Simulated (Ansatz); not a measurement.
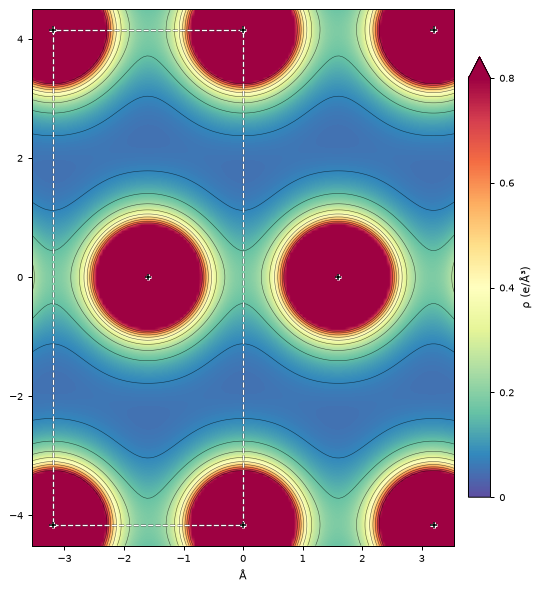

The valence charge density (pseudo) on a plane through atoms (crosses mark nuclei in the plane).

Theory: Kohn-Sham DFT of a periodic cell, r2SCAN0, Ansatz PAW in Ansatz.

Candidates:
A. Se, a = 4.37 Å, b = 4.37 Å, c = 4.95 Å, α = 90.00°, β = 90.00°, γ = 120.00°. Space group P3₁21; not relaxed (largest force 0.4 eV/Å).
B. Sn, a = 5.88 Å, b = 5.88 Å, c = 3.20 Å, α = 90.00°, β = 90.00°, γ = 90.00°. Space group I4₁/amd; a structure from a database of computed crystals, not necessarily the ambient phase.

**Which candidate gave the map?**

Candidate B: Sn on the (110) plane of the conventional cell, which holds Sn. Sn–Sn (3.20 Å): ρ is about 0.19 e/Å³ halfway.
